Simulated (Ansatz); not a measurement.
# W: geometry relaxation

- system: W (Im-3m, 1 atom in the cell)
- method: DFT PBE, scalar-relativistic, plane waves, PAW, no spin polarisation (Ansatz 0.2.0)

The structure derives from an entry of the Crystallography Open Database. Figures and captions count atoms from 1; the log counts them from 0 in places.

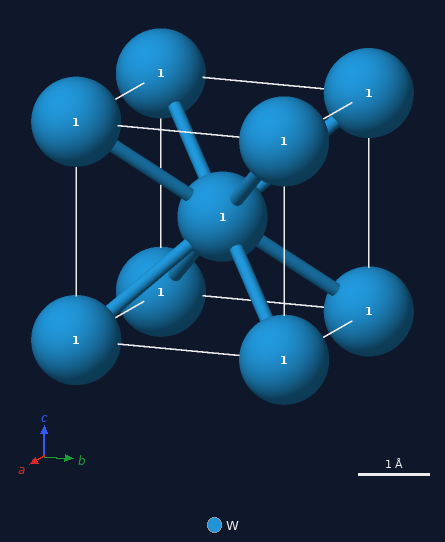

The structure as given in the input (ball-and-stick view of the cell 2 times as large as that of the calculation, set on its symmetry axes, seen slightly off an axis; atoms are numbered from 1 in the order of the input). An atom can appear more than once, as a periodic image. Near neighbours in the periodic cell (some may lie outside the picture): W has 8 W at 2.77 Å.

**Key numbers**

```csv
quantity,value
outcome,converged
space group (tolerance 0.01 Å),Im-3m (229)
electrons treated,14
free energy,−10384.8197 eV
Fermi energy,22.176 eV
gap on the k-point mesh,none (metallic)
pressure,0.00 GPa
final volume,16.13 Å³
largest force (length of the vector) at the end,under 0.001 eV/Å
final cell,"a = 2.757 Å, b = 2.757 Å, c = 2.757 Å, α = 109.47°, β = 109.47°, γ = 109.47°"
hardware,"4 threads of Intel Xeon (Granite Rapids), 32 GiB of memory available, shared host"
wall time,1.8 s (CPU time 6 s)
peak memory,0.39 GiB
```

**Notes**

Spin–orbit coupling is left out, which matters for W.

**The input**
```yaml
crystal:
  lattice:
    - [-1.5973, 1.5973, 1.5973]
    - [1.5973, -1.5973, 1.5973]
    - [1.5973, 1.5973, -1.5973]
  atoms:
    - { symbol: W, position: [0.0, 0.0, 0.0] }
basis:
  ecutwfc: 420
kpoints:
  mp_grid: { grid: [18, 18, 18] }
hamiltonian:
  xc: pbe
scf:
  occupations: { method: gaussian, width: 0.1 }
output:
  forces: true
  stress: true
  eigenvalues: true
  write_density: true
  write_potential: true
  elf: true
  volumetric_format: npy
relax:
  adjacent_minimum: "off"
  f_tol: 0.005
  max_steps: 80
  cell: { stress_tol: 0.05 }
```

Launch command:
```bash
ansatz run input.yaml --threads 4 --pin off --max-ram 10240MiB --backend cpu --events-out ev --progress --plain --runs-dir out
```

**Log**
```
Engine: ansatz 0.2.0, x86_64-unknown-linux-gnu
Pseudopotentials: kind: paw
Pseudopotential: W, paw, valence charge 14, recommended cutoff 420 eV (normal), W.paw.azcp
Functional definition: PBE
  parameter kappa = 0.804
  parameter beta = 0.06672455060314922
  exchange = pbe_x(kappa = kappa, mu = beta*pi^2/3)
  correlation = pbe_c(beta = beta)
Crystal: 1 atoms, lattice volume = 16.301 Å³
Basis set: ecut = 420 eV, 321 PW (Γ), exchange–correlation on 40×40×40 points (8 copies of the dense FFT grid, shifted against one another)
Bands: 11, of which v1, the nominal top of the filled ones, is band 7 counted from 1 (6 counted from 0)
Symmetry: 48 space group operations
Space group: Im-3m (ITA 229), of the structure as read, at distance tolerance 2.5e-5 Å
k-points: 195 of 5832
Non-local potential: W, projectors of the file, l = 0: 3, l = 1: 2, l = 2: 2, l = 3: 1
PAW form: soft (Blöchl's): semilocal exchange-correlation on the pseudo side does not see the compensation charge
PAW one-centre angular grid: W, 590 points (default); XC on 64 Gauss nodes
Initial density: superposition of atomic densities (neutral atoms: chi_scale 0, normalization atom), corrected by the library's trained network
Initial wavefunctions: pseudopotential atomic-orbital guess
Functional: x = pbe(κ = 0.804, μ = 0.2195149727645171), c = pbe(β = 0.06672455060314922)
SCF iter   1: F=—  HF=-10384.818322 eV  |F-HF|=—  |Δ(HF+E_count)|=         —  Δρ=1.61e-3  dr2=1.70e-4  ethr=1.77e-3  ⟨swp⟩=5.0  Hψ=11235  notcnv=0
preconditioner: auto → none  [metal: Δε(μ)=0.021 eV  Ē_g=8.795 eV  σ=0.100 eV  W_gap=0.12  n_scr=0 (ndim 8)  ℏωp=22.5 eV  f_vac=0.000  D(μ)=0.72/eV (n_scr^D=12)]
SCF iter   2: F=—  HF=-10384.818050 eV  |F-HF|=—  |Δ(HF+E_count)|=   2.73e-4  Δρ=7.90e-4  dr2=3.06e-5  ethr=1.21e-6  ⟨swp⟩=2.5  Hψ=4897  notcnv=0
SCF iter   3: F=—  HF=-10384.818080 eV  |F-HF|=—  |Δ(HF+E_count)|=   2.99e-5  Δρ=1.43e-4  dr2=2.14e-6  ethr=2.19e-7  ⟨swp⟩=2.0  Hψ=3240  notcnv=0
SCF iter   4: F=—  HF=-10384.818080 eV  |F-HF|=—  |Δ(HF+E_count)|=   1.52e-7  Δρ=1.01e-4  dr2=1.32e-6  ethr=1.53e-8  ⟨swp⟩=2.0  Hψ=3506  notcnv=0
SCF iter   5: F=—  HF=-10384.818079 eV  |F-HF|=—  |Δ(HF+E_count)|=   4.52e-7  Δρ=4.89e-5  dr2=3.09e-7  ethr=9.45e-9  ⟨swp⟩=2.0  Hψ=3155  notcnv=0
SCF iter   6: F=-10384.818079 eV  HF=-10384.818079 eV  |F-HF|=1.56e-8  |Δ(HF+E_count)|=   1.28e-7  Δρ=1.22e-5  dr2=1.94e-8  ethr=7.14e-10  ⟨swp⟩=9.0  Hψ=13742  notcnv=0
SCF 1 converged in 6 iterations: F = -10384.818079 eV  dr2 = 1.94e-8
  greatest PAW one-centre occupation: 1.000 electrons in one spin orbital (limit 2), on the W atom at site 0 (counted from 0), in its partial waves of l = 0
relax step   1: F+E_penalty+E_count = -10384.81807920 eV  Δ(F+E_penalty+E_count) = +0.000e0 eV  max|allowed force component| = 0.000e0 eV/Å  Δτ_max = 0.0000 Å  P = -3.096 GPa  Ω = 16.301 Å³  (6 SCF iters, dr2 threshold 1.00e-7 eV, accepted)
Crystal: 1 atoms, lattice volume = 15.641 Å³
Initial density: handed on by an earlier stage of this run
Initial wavefunctions: those handed on with the density
iter 1 solved again at ethr=5.56e-7 eV; its pass at ethr=3.10e-3 eV (dr2=7.78e-5 eV) is discarded
SCF iter   1: F=—  HF=-10384.804836 eV  |F-HF|=—  |Δ(HF+E_count)|=         —  Δρ=1.48e-3  dr2=8.36e-5  ethr=5.56e-7  ⟨swp⟩=2.2  Hψ=16059  notcnv=0
preconditioner: auto → none  [metal: Δε(μ)=0.015 eV  Ē_g=9.189 eV  σ=0.100 eV  W_gap=0.09  n_scr=0 (ndim 8)  ℏωp=23.0 eV  f_vac=0.000  D(μ)=0.68/eV (n_scr^D=0)]
SCF iter   2: F=—  HF=-10384.804894 eV  |F-HF|=—  |Δ(HF+E_count)|=   5.79e-5  Δρ=7.46e-4  dr2=2.04e-5  ethr=5.56e-7  ⟨swp⟩=1.5  Hψ=2639  notcnv=0
SCF iter   3: F=—  HF=-10384.804918 eV  |F-HF|=—  |Δ(HF+E_count)|=   2.42e-5  Δρ=7.03e-5  dr2=4.42e-7  ethr=1.46e-7  ⟨swp⟩=2.1  Hψ=2426  notcnv=0
SCF iter   4: F=-10384.804918 eV  HF=-10384.804918 eV  |F-HF|=1.43e-9  |Δ(HF+E_count)|=   7.57e-8  Δρ=1.16e-5  dr2=5.90e-9  ethr=7.14e-10  ⟨swp⟩=9.5  Hψ=15166  notcnv=0
SCF 2 converged in 4 iterations: F = -10384.804918 eV  dr2 = 5.90e-9
relax step   2: F+E_penalty+E_count = -10384.80491781 eV  Δ(F+E_penalty+E_count) = +1.316e-2 eV  max|allowed force component| = 0.000e0 eV/Å  Δτ_max = 0.0000 Å  P = +10.111 GPa  Ω = 15.641 Å³  energy of the carried Pulay correction = +3.023e-4 eV  (4 SCF iters, dr2 threshold 1.00e-7 eV, rejected (line search))
Crystal: 1 atoms, lattice volume = 16.141 Å³
iter 1 solved again at ethr=5.19e-7 eV; its pass at ethr=3.10e-3 eV (dr2=7.27e-5 eV) is discarded
SCF iter   1: F=—  HF=-10384.819740 eV  |F-HF|=—  |Δ(HF+E_count)|=         —  Δρ=1.13e-3  dr2=5.09e-5  ethr=5.19e-7  ⟨swp⟩=2.3  Hψ=15462  notcnv=0
preconditioner: auto → none  [metal: Δε(μ)=0.020 eV  Ē_g=8.892 eV  σ=0.100 eV  W_gap=0.11  n_scr=0 (ndim 8)  ℏωp=22.6 eV  f_vac=0.000  D(μ)=0.71/eV (n_scr^D=12)]
SCF iter   2: F=—  HF=-10384.819774 eV  |F-HF|=—  |Δ(HF+E_count)|=   3.43e-5  Δρ=5.68e-4  dr2=1.24e-5  ethr=3.63e-7  ⟨swp⟩=1.2  Hψ=2387  notcnv=0
SCF iter   3: F=—  HF=-10384.819788 eV  |F-HF|=—  |Δ(HF+E_count)|=   1.43e-5  Δρ=5.70e-5  dr2=3.22e-7  ethr=8.89e-8  ⟨swp⟩=2.2  Hψ=2560  notcnv=0
SCF iter   4: F=—  HF=-10384.819788 eV  |F-HF|=—  |Δ(HF+E_count)|=   5.65e-7  Δρ=8.34e-6  dr2=3.22e-9  ethr=2.30e-9  ⟨swp⟩=2.0  Hψ=3229  notcnv=0
SCF iter   5: F=—  HF=-10384.819788 eV  |F-HF|=—  |Δ(HF+E_count)|=  2.67e-10  Δρ=5.75e-7  dr2=2.37e-11  ethr=2.30e-11  ⟨swp⟩=2.1  Hψ=3474  notcnv=0
SCF iter   6: F=-10384.819788 eV  HF=-10384.819788 eV  |F-HF|=1.82e-12  |Δ(HF+E_count)|=  1.82e-12  Δρ=3.00e-8  dr2=1.37e-13  ethr=1.00e-12  ⟨swp⟩=5.5  Hψ=7770  notcnv=0
SCF 3 converged in 6 iterations: F = -10384.819788 eV  dr2 = 1.37e-13
relax step   3: F+E_penalty+E_count = -10384.81978753 eV  Δ(F+E_penalty+E_count) = -1.708e-3 eV  max|allowed force component| = 0.000e0 eV/Å  Δτ_max = 0.0000 Å  P = -0.161 GPa  Ω = 16.141 Å³  energy of the carried Pulay correction = +7.200e-5 eV  (6 SCF iters, accepted)
Crystal: 1 atoms, lattice volume = 16.133 Å³
iter 1 solved again at ethr=3.42e-10 eV; its pass at ethr=3.10e-3 eV (dr2=4.79e-8 eV) is discarded
SCF iter   1: F=—  HF=-10384.819797 eV  |F-HF|=—  |Δ(HF+E_count)|=         —  Δρ=1.91e-5  dr2=1.46e-8  ethr=3.42e-10  ⟨swp⟩=2.2  Hψ=14165  notcnv=0
preconditioner: auto → none  [metal: Δε(μ)=0.019 eV  Ē_g=8.896 eV  σ=0.100 eV  W_gap=0.11  n_scr=0 (ndim 8)  ℏωp=22.6 eV  f_vac=0.000  D(μ)=0.71/eV (n_scr^D=12)]
SCF iter   2: F=-10384.819796 eV  HF=-10384.819796 eV  |F-HF|=3.90e-9  |Δ(HF+E_count)|=   1.38e-6  Δρ=9.65e-6  dr2=3.60e-9  ethr=1.04e-10  ⟨swp⟩=6.9  Hψ=9418  notcnv=0
SCF 4 converged in 2 iterations: F = -10384.819796 eV  dr2 = 3.60e-9
relax step   4: F+E_penalty+E_count = -10384.81979577 eV  Δ(F+E_penalty+E_count) = -8.243e-6 eV  max|allowed force component| = 0.000e0 eV/Å  Δτ_max = 0.0000 Å  P = +0.003 GPa  Ω = 16.133 Å³  energy of the carried Pulay correction = +7.594e-5 eV  (2 SCF iters, dr2 threshold 6.51e-8 eV, accepted)
Initial wavefunctions: pseudopotential atomic-orbital guess (no wavefunctions were taken with the density)
iter 1 solved again at ethr=4.07e-8 eV; its pass at ethr=3.10e-3 eV (dr2=5.70e-6 eV) is discarded
SCF iter   1: F=—  HF=-10384.819723 eV  |F-HF|=—  |Δ(HF+E_count)|=         —  Δρ=2.54e-5  dr2=1.89e-8  ethr=4.07e-8  ⟨swp⟩=3.0  Hψ=17426  notcnv=0
SCF iter   2: F=—  HF=-10384.819721 eV  |F-HF|=—  |Δ(HF+E_count)|=   2.02e-6  Δρ=1.17e-5  dr2=3.41e-9  ethr=1.35e-10  ⟨swp⟩=2.3  Hψ=3463  notcnv=0
SCF iter   3: F=—  HF=-10384.819721 eV  |F-HF|=—  |Δ(HF+E_count)|=   2.24e-9  Δρ=1.10e-6  dr2=4.59e-11  ethr=2.44e-11  ⟨swp⟩=2.6  Hψ=3445  notcnv=0
SCF iter   4: F=-10384.819721 eV  HF=-10384.819721 eV  |F-HF|=1.09e-11  |Δ(HF+E_count)|=  4.73e-11  Δρ=2.52e-7  dr2=1.85e-12  ethr=1.00e-12  ⟨swp⟩=6.2  Hψ=8875  notcnv=0
SCF 5 converged in 4 iterations: F = -10384.819721 eV  dr2 = 1.85e-12
relax step   5: F+E_penalty+E_count = -10384.81972135 eV  Δ(F+E_penalty+E_count) = +7.442e-5 eV  max|allowed force component| = 0.000e0 eV/Å  Δτ_max = 0.0000 Å  P = +0.003 GPa  Ω = 16.133 Å³  stress off target by 3.50e-3 GPa  SCF on the basis re-selected at this cell (its energy is not comparable with the rows above)  (4 SCF iters)
```

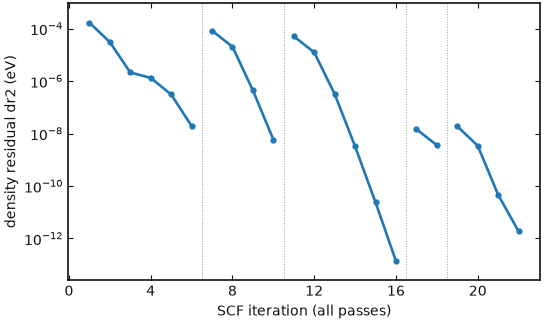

Convergence of the self-consistent field: density residual dr2 against the SCF iteration. The dotted lines part the SCF passes of the relaxation: geometry steps, rejected trials and re-solves on a re-selected basis. The 5 passes take 2 to 6 iterations each, 22 in all.

```
basis re-selected at this cell: Δ(F+E_penalty+E_count) = +7.442e-5 eV, ΔP = +0.001 GPa vs the last step (what re-selecting the basis moved, of the pressure what is left beyond the Pulay correction that the steps carried, after the strain that the cell walked since its last selection, with what the two solves' SCF thresholds leave and, on support functions, any second-order correction that the steps lacked; it is no measure of the basis error at this ecutwfc). This SCF's stress stands 3.50e-3 GPa from its target on what of the cell is left free (relax.cell.stress_tol is 5.00e-2 GPa) and its largest allowed force component is 0.00e0 eV/Å (relax.f_tol is 5.00e-3 eV/Å): within both
SCF converged after 4 iterations
Free energy (F): -10384.819721 eV
Harris-Foulkes:  -10384.819721 eV  (|F-HF|=1.09e-11)
Internal energy: -10384.816174 eV  (E = F + TS)
E sigma→0 (E₀):  -10384.817948 eV
Entropy (-TS):   -0.003548 eV (-3.548 meV/atom)
Fermi energy:    22.175911 eV
--- Per-component energies (eV) ---
  E_band       = -87.385726
  E_kinetic    = 449.518672
  E_local      = -610.816925  (includes V_loc(G=0)·N_el)
  E_nonlocal   = 0.288982
  E_hartree    = 218.569327
  E_xc         = -266.832477
  E_vxc        = -238.646893  (∫ρ·V_xc dr)
  E_paw        = -8562.393005  (= ΣΔE_a)
  E_vpaw       = -124.868158  (= ΣTr[D̂ρ^β])
  E_aug_tail   = -0.000063  (compensation charges beyond the density's cutoff)
  E_ewald      = -1613.150684
  E_smearing   = -0.003548  (= −TS)
  E_closure    = 0.000000  (closes the sum)
  Σ components = -10384.819721   (vs F -10384.819721, Δ=0.00e0)
--- Forces (eV/Å), atoms counted from 1 ---
  atom   1  W      0.00000000    -0.00000000    -0.00000000
  max |Σ_I F_I| component: 4.93e-32 eV/Å
--- Stress (GPa, compression-positive) ---
        0.003497       0.000000      -0.000000
        0.000000       0.003497      -0.000000
        0.000000      -0.000000       0.003497
  P = ⅓ Tr σ = 0.0035 GPa (0.035 kbar)
--- Band table (eV; the first three rows and the last of 195) ---
  k-point 0: bands = ["-51.9471", "-15.5731", "-15.5731", "-15.5731", "12.6441", "20.9698", "20.9698", "20.9698", "24.3885", "24.3885", "36.6466"]
  k-point 1: bands = ["-51.9434", "-15.6128", "-15.5855", "-15.5733", "12.7909", "20.8810", "20.9507", "21.1114", "24.2457", "24.3901", "36.7707"]
  k-point 2: bands = ["-51.9326", "-15.7259", "-15.6212", "-15.5738", "13.2155", "20.6353", "20.8668", "21.5318", "23.9384", "24.4014", "37.0807"]
  k-point 194: bands = ["-51.7291", "-16.4290", "-16.4290", "-16.4290", "16.4788", "16.4788", "27.2133", "27.2133", "27.2133", "30.2823", "30.2823"]
--- Relaxed structure (4 steps of the walk, 3 accepted, 1 SCFs on fresh bases) ---
  F+E_penalty+E_count = -10384.81972135 eV   max|allowed force component| = 0.000e0 eV/Å   (the final SCF, on the basis selected at the relaxed cell)
  cell:  # Å, volume = 16.1328 Å³
    - [-1.5917793223835346, 1.5917793223835346, 1.5917793223835346]
    - [1.5917793223835346, -1.5917793223835346, 1.5917793223835346]
    - [1.5917793223835346, 1.5917793223835346, -1.5917793223835346]
  atoms:
    - { symbol: W, position: [0.0, 0.0, 0.0] }
```

**Trajectory as extended XYZ (Å, eV, eV/Å), 5 frames, from step=1 to step=5**
```
1
Lattice="-1.5973 1.5973 1.5973 1.5973 -1.5973 1.5973 1.5973 1.5973 -1.5973" Properties=species:S:1:pos:R:3:forces:R:3 step=1 energy=-10384.81808 pressure_GPa=-3.10
W     0.0000    0.0000    0.0000    0.0000   0.0000   0.0000
1
Lattice="-1.5754 1.5754 1.5754 1.5754 -1.5754 1.5754 1.5754 1.5754 -1.5754" Properties=species:S:1:pos:R:3:forces:R:3 step=2 energy=-10384.80492 pressure_GPa=10.11 accepted=F
W     0.0000    0.0000    0.0000    0.0000   0.0000   0.0000
1
Lattice="-1.5921 1.5921 1.5921 1.5921 -1.5921 1.5921 1.5921 1.5921 -1.5921" Properties=species:S:1:pos:R:3:forces:R:3 step=3 energy=-10384.81979 pressure_GPa=-0.16
W     0.0000    0.0000    0.0000    0.0000   0.0000   0.0000
1
Lattice="-1.5918 1.5918 1.5918 1.5918 -1.5918 1.5918 1.5918 1.5918 -1.5918" Properties=species:S:1:pos:R:3:forces:R:3 step=4 energy=-10384.81980 pressure_GPa=0.00
W     0.0000    0.0000    0.0000    0.0000   0.0000   0.0000
1
Lattice="-1.5918 1.5918 1.5918 1.5918 -1.5918 1.5918 1.5918 1.5918 -1.5918" Properties=species:S:1:pos:R:3:forces:R:3 step=5 energy=-10384.81972 pressure_GPa=0.00
W     0.0000    0.0000    0.0000    0.0000   0.0000   0.0000
```

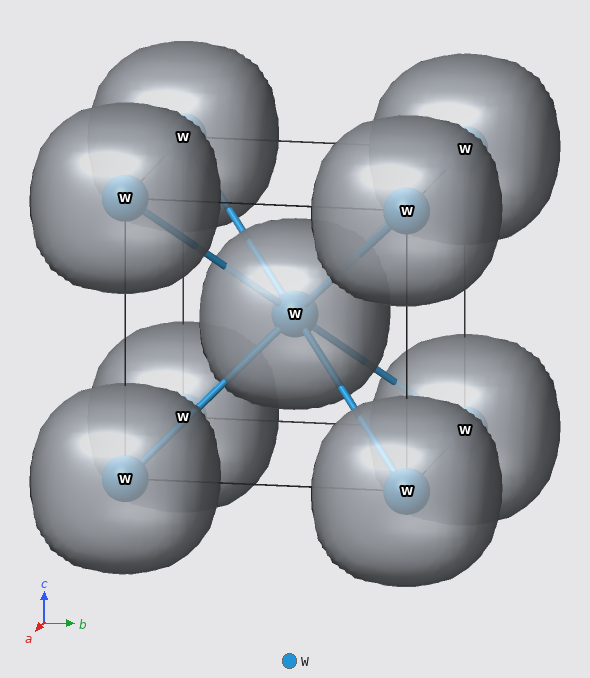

Isosurface of the valence pseudo-density at 0.5 e/Å³ (grey), seen slightly off an axis. Sticks mark near contacts. The outline is the cell set on symmetry axes. At this value the density breaks into separate islands; it holds about 75 % of the electrons treated as valence (semicore included). It is pinched off along the W–W (2.76 Å) contacts. On the grid the lowest density along these lines, outside the cores, is 0.41 e/Å³ (W–W, 2.76 Å). In a PAW calculation such maps are meaningful between the atoms, not at the nuclei.

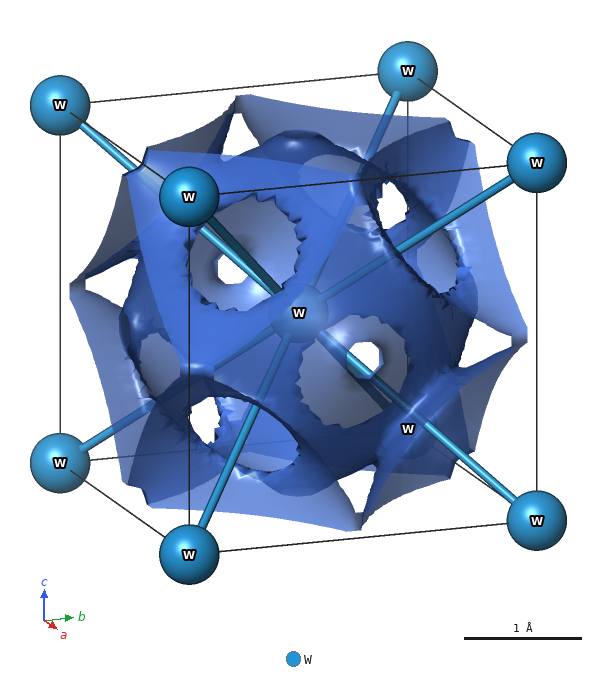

Isosurface of the ELF at 0.4 (blue), seen slightly off an axis. Only the valence region is drawn (cores and ρ < 0.01 e/Å³ removed). Sticks mark near contacts. The outline is the cell set on symmetry axes. Along the contacts the grid gives the following. W–W (2.76 Å): the ELF is about 0.40 at the midpoint (metallic bonding.
